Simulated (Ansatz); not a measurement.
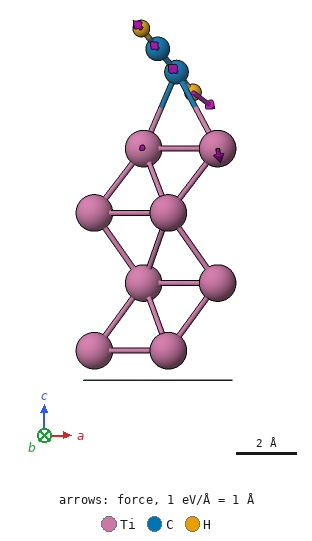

Starting geometry of a slab of composition Ti8HC (cut from the P6_3/mmc phase) with the computed forces as purple arrows. A ball-and-stick model of the cell of the calculation, outlined in the plane, without the vacuum (origin shifted), seen along the b axis.

Case: 1 C2H2 a cell, tilted, over a hollow Ti-Ti-Ti site. The slab is the (0 0 1) face of Ti with C2H2 on it. 8 atoms are held fixed.

All numbers below come from Ansatz 0.2.0, DFT PBE+D3(BJ), scalar-relativistic, plane waves, PAW.

Input file:
```yaml
crystal:
  lattice:
    - [5.772929951, 0.0, 0.0]
    - [-2.8864649755, 4.9995039918, 0.0]
    - [0.0, 0.0, 27.022723473]
  atoms:
    - { symbol: Ti, position: [0.3333333333, 0.1666666667, 0.29604714] }
    - { symbol: Ti, position: [0.3333333333, 0.6666666667, 0.29604714] }
    - { symbol: Ti, position: [0.8333333333, 0.1666666667, 0.29604714] }
    - { symbol: Ti, position: [0.8333333333, 0.6666666667, 0.29604714] }
    - { symbol: Ti, position: [0.1666666667, 0.3333333333, 0.3806811393] }
    - { symbol: Ti, position: [0.1666666667, 0.8333333333, 0.3806811393] }
    - { symbol: Ti, position: [0.6666666667, 0.3333333333, 0.3806811393] }
    - { symbol: Ti, position: [0.6666666667, 0.8333333333, 0.3806811393] }
    - { symbol: Ti, position: [0.3333333333, 0.1666666667, 0.4684729939] }
    - { symbol: Ti, position: [0.3333333333, 0.6666666667, 0.4684729939] }
    - { symbol: Ti, position: [0.8333333333, 0.1666666667, 0.4684729939] }
    - { symbol: Ti, position: [0.8333333333, 0.6666666667, 0.4684729939] }
    - { symbol: Ti, position: [0.1666666667, 0.3333333333, 0.5489557515] }
    - { symbol: Ti, position: [0.1666666667, 0.8333333333, 0.5489557515] }
    - { symbol: Ti, position: [0.6666666667, 0.3333333333, 0.5489557515] }
    - { symbol: Ti, position: [0.6666666667, 0.8333333333, 0.5489557515] }
    - { symbol: C, position: [-0.2379078988, -0.3339220554, 0.6737766269] }
    - { symbol: C, position: [-0.1112356276, -0.1561164587, 0.6447529054] }
    - { symbol: H, position: [-0.3491339924, -0.490056811, 0.6992588845] }
    - { symbol: H, position: [0.0, 0.0, 0.6192669473] }
basis:
  ecutwfc: 420
kpoints:
  mp_grid: { grid: [4, 4, 1] }
hamiltonian:
  xc: pbe
  dispersion: d3bj
scf:
  occupations: { method: gaussian, width: 0.1 }
output:
  forces: true
  eigenvalues: true
  write_density: true
  write_potential: true
  elf: true
  volumetric_format: npy
relax:
  adjacent_minimum: "off"
  f_tol: 0.04
  max_steps: 100
  constraints: [{ sites: [0, 1, 2, 3, 4, 5, 6, 7] }]
efield:
  axis: 3
  dipole_correction: true
  ramp_width: 0.04
```

Command:
```bash
ansatz run input.yaml --threads 4 --pin off --max-ram 10240MiB --backend cpu --events-out ev --progress --plain --runs-dir out
```

Question: Is this structure relaxed? If not, where do the atoms go?

Answer: It isn't relaxed: the largest force vector, on H20, is 1.23 eV/Å. The final displacements run against the starting forces (cosine between the two patterns −0.34). The energy falls by 4.928 eV per cell of the calculation in 17 geometry steps. Largest force component: 1.1 eV/Å at the start, 0.031 eV/Å at the end. The largest move is that of C17, 1.94 Å at 12° to the normal (−c side). By element the largest moves are C 1.94 Å, H 1.76 Å, Ti 0.18 Å. The lattice vectors keep their values. Among the contacts that change: Ti14–C17 3.938 → 2.203 Å, Ti15–C17 3.783 → 2.146 Å, Ti13–C18 3.567 → 2.136 Å, Ti16–C17 3.626 → 2.204 Å. New bonds form, among them: Ti13–C18 (3.57 → 2.14 Å), Ti14–C17 (3.94 → 2.20 Å), Ti15–C17 (3.78 → 2.15 Å), Ti16–C17 (3.63 → 2.20 Å). Bond angles that change, for instance: Ti16–C18–H20 60.4° → 136.5°, C18–C17–H19 180.0° → 121.2°, Ti16–C18–C17 119.6° → 71.4°. Cost: 5 min on 4 threads of Intel(R) Xeon(R) 6975P-C (Granite Rapids), on a shared host, peak memory 2.4 GiB.

Limits of the set-up: the periodic images lie only 5.8 Å apart, so the values are limited by the cell's size.
